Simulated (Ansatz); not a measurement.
A series of calculations on AlN

**1. Relaxation**

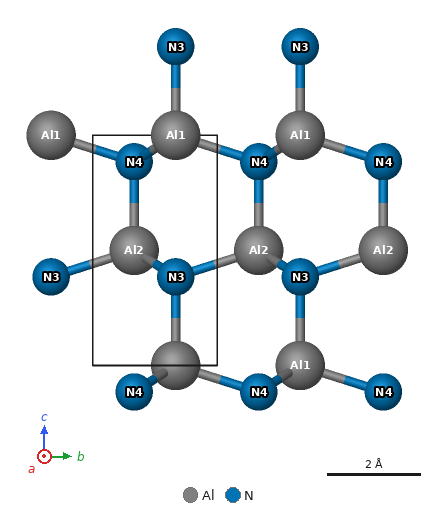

This is the input geometry for a relaxation of crystalline AlN (set up in P6_3mc). The picture is a ball-and-stick view of the cell of the calculation, repeated 1 × 2 × 1 with one cell outlined, seen along the a axis.

These are results of DFT PBE, scalar-relativistic, plane waves, PAW in Ansatz, not measurements.

Input
```yaml
crystal:
  lattice:
    - [3.1110021516, 0.0, 0.0]
    - [-1.5555010758, 2.6942068945, 0.0]
    - [0.0, 0.0, 4.978]
  atoms:
    - { symbol: Al, position: [0.3333333333, 0.6666666667, 0.0] }
    - { symbol: Al, position: [0.6666666667, 0.3333333333, 0.5] }
    - { symbol: "N", position: [0.3333333333, 0.6666666667, 0.385] }
    - { symbol: "N", position: [0.6666666667, 0.3333333333, 0.885] }
basis:
  ecutwfc: 420
kpoints:
  mp_grid: { grid: [12, 12, 6] }
hamiltonian:
  xc: pbe
scf:
  occupations: { method: gaussian, width: 0.02 }
output:
  forces: true
  stress: true
  eigenvalues: true
relax:
  adjacent_minimum: "off"
  f_tol: 0.005
  max_steps: 80
  cell: { stress_tol: 0.05 }
```

Launched with:
```bash
ansatz run input.yaml --threads 2 --pin off --max-ram 5120MiB --backend cpu --events-out ev --progress --plain --runs-dir out
```

Q: What does the optimiser find from here?

A: The largest moves relative to the cell, 0.009 Å, are those of Al1, Al2, N3 and N4. Al1 goes along +c. Largest moves by element: Al 0.009 Å, N 0.009 Å. The drawn cell changes as follows: a = b 3.111 → 3.130 Å (+0.6 %), c 4.978 → 5.018 Å (+0.8 %); the volume changes by +2.1 %. Some distances before and after: Al1–N4 1.885 → 1.902 Å. The space group stays P6_3mc (No. 186). Over 5 accepted moves (7 points after the start) the energy falls by 13.6 meV per cell of the calculation. The largest force component goes from 0.18 to under 0.0001 eV/Å. Pressure: 4.05 GPa at the start and 0.00 GPa at the end. The SCF was repeated twice at an unchanged geometry on a basis and grid sized afresh for the cell, which shifted the energy by 3.0 meV per cell of the calculation at most.

**2. Relaxation**

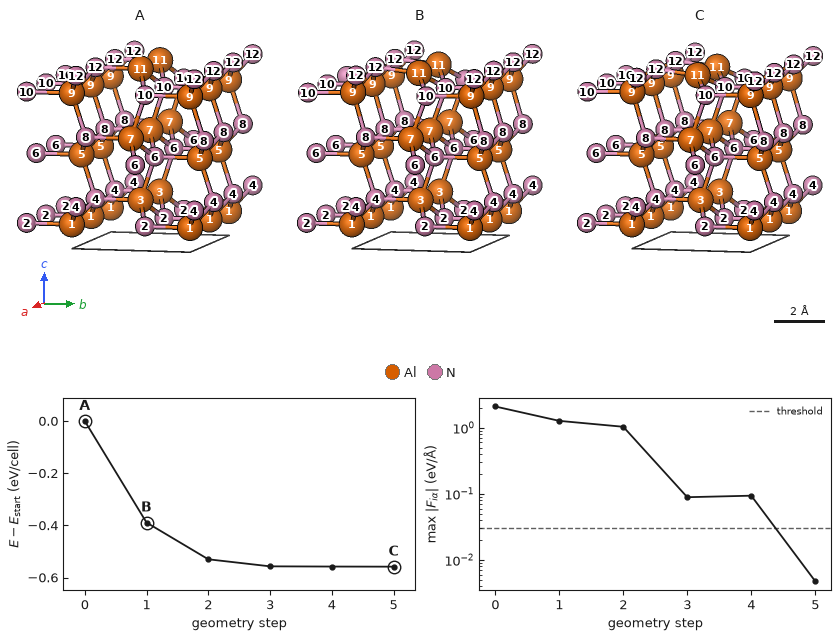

Frames of a constrained relaxation of a slab of composition AlN (cut from the P6_3mc phase), marked on the history of the run. A ball-and-stick model of the 2 × 1 repeat of the cell, outlined in the plane, without the vacuum, seen from a free direction.

Case: clean slab, lower half held. The slab is the (1 0 0) face of AlN. 6 atoms are held fixed.

The calculation used Ansatz 0.2.0, DFT r2SCAN, scalar-relativistic, plane waves, PAW.

The input:
```yaml
crystal:
  lattice:
    - [3.1066653449, 0.0, 0.0]
    - [0.0, 4.9784048534, 0.0]
    - [0.0, 0.0, 23.277719256]
  atoms:
    - { symbol: Al, position: [0.0, 0.9983070978, 0.3651560493] }
    - { symbol: "N", position: [0.0, 0.6166929022, 0.3651560493] }
    - { symbol: Al, position: [0.5, 0.4983070978, 0.4036828923] }
    - { symbol: "N", position: [0.5, 0.1166929022, 0.4036828923] }
    - { symbol: Al, position: [0.5, 0.9983070978, 0.4807365785] }
    - { symbol: "N", position: [0.5, 0.6166929022, 0.4807365785] }
    - { symbol: Al, position: [0.0, 0.4983070978, 0.5192634215] }
    - { symbol: "N", position: [0.0, 0.1166929022, 0.5192634215] }
    - { symbol: Al, position: [0.0, 0.9983070978, 0.5963171077] }
    - { symbol: "N", position: [0.0, 0.6166929022, 0.5963171077] }
    - { symbol: Al, position: [0.5, 0.4983070978, 0.6348439507] }
    - { symbol: "N", position: [0.5, 0.1166929022, 0.6348439507] }
basis:
  ecutwfc: 500
kpoints:
  mp_grid: { grid: [9, 6, 1] }
hamiltonian:
  xc: r2scan
scf:
  occupations: { method: gaussian, width: 0.05 }
output:
  forces: true
  eigenvalues: true
  write_density: true
  write_potential: true
  elf: true
  volumetric_format: npy
relax:
  adjacent_minimum: "off"
  f_tol: 0.03
  max_steps: 70
  constraints: [{ sites: [0, 1, 2, 3, 4, 5] }]
efield:
  axis: 3
  dipole_correction: true
  ramp_width: 0.04
```

Launched with:
```bash
ansatz run input.yaml --threads 2 --pin off --max-ram 5120MiB --backend cpu --events-out ev --progress --plain --runs-dir out
```

What happens along the run?

Answer. The atom that moves furthest is Al11 (0.30 Å at 25° to the normal (−c side)). Largest moves by element: Al 0.30 Å, N 0.08 Å. The cell stays as it was. Near-neighbour distances that change, for instance: Al11–N12 1.900 → 1.760 Å, N8–Al9 1.888 → 1.969 Å, Al9–N12 1.888 → 1.825 Å, Al7–N10 1.888 → 1.948 Å. Bond angles that change, for instance: Al7–N10–Al11 110.7° → 101.2°, N10–Al11–N12 108.2° → 116.1°, Al9–N12–Al9 110.7° → 116.6°. Over 5 geometry steps the energy falls by 0.558 eV per cell of the calculation. Largest force component: 2.1 eV/Å at the start, 0.0048 eV/Å at the end. Cost: 3 min on 2 threads of AMD EPYC 7R43 64-Core Processor (Zen 3), with other jobs on the host, peak memory 1.3 GiB. From step 0 to 1: Al11 moves most (0.19 Å), energy −0.389 eV per cell of the calculation. From step 1 to 5: Al11 moves most (0.11 Å), energy −0.169 eV per cell of the calculation.

**3. Scan**

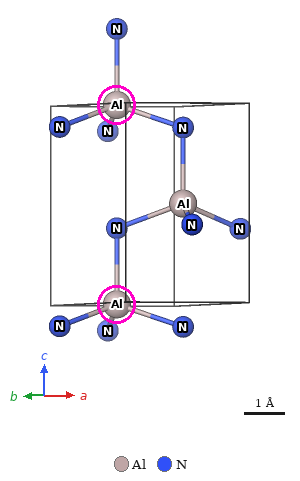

Solid AlN (P6_3mc): Al1 (one in each cell of 4 atoms) is moved over the plane of the Cartesian directions x and z, all else fixed. The picture shows the reference cell. The ringed atoms are those of the scanned coordinate. Style: ball-and-stick. Shown: the cell of the calculation, nearly along the normal of the scanned plane.

Theory: DFT PBE, scalar-relativistic, plane waves, PAW (Ansatz 0.2.0). (plane-wave cutoff 420 eV; k-point mesh 12 × 12 × 6; occupations gaussian; smearing width 0.05 eV; no spin polarisation). Energies (free energies at the smearing named) are counted from the relaxed crystal.

Input
```yaml
crystal:
  lattice:
    - [3.1302395627, 0.0, 0.0]
    - [-1.5651197814, 2.7108669813, 0.0]
    - [0.0, 0.0, 5.0179796546]
  atoms:
    - { symbol: Al, position: [0.3333333333, 0.6666666667, 0.0017287175] }
    - { symbol: Al, position: [0.6666666667, 0.3333333333, 0.5017287175] }
    - { symbol: "N", position: [0.3333333333, 0.6666666667, 0.3832712825] }
    - { symbol: "N", position: [0.6666666667, 0.3333333333, 0.8832712825] }
basis:
  ecutwfc: 420
kpoints:
  mp_grid: { grid: [12, 12, 6] }
hamiltonian:
  xc: pbe
scf:
  occupations: { method: gaussian, width: 0.05 }
output:
  forces: true
  stress: true
  eigenvalues: true
  write_density: true
  write_potential: true
  elf: true
  volumetric_format: npy
```

Command:
```bash
ansatz run input.yaml --threads 2 --pin off --max-ram 5120MiB --backend cpu --events-out ev --progress --plain --runs-dir out
```

> Give the energy at each point on a grid with rows −0.450, −0.225, 0.000, 0.225, 0.450 and columns −0.450, −0.225, 0.000, 0.225, 0.450 (displacement along x (Å); displacement along z (Å)).

Rows: displacement along x (Å); columns: displacement along z (Å); values in eV/cell.

```csv
,−0.450,−0.225,0.000,0.225,0.450
−0.450,4.17,2.89,1.75,1.62,3.61
−0.225,1.77,0.93,0.39,0.89,3.71
0.000,1.11,0.38,0.00,0.69,3.80
0.225,1.77,0.93,0.39,0.89,3.71
0.450,4.17,2.89,1.75,1.62,3.61
```

In pairs of (displacement along x (Å); displacement along z (Å)): the lowest computed point lies at (0.000, 0.000) (0.00 eV/cell), the highest at (−0.450, −0.450), (0.450, −0.450) (4.17 eV/cell).
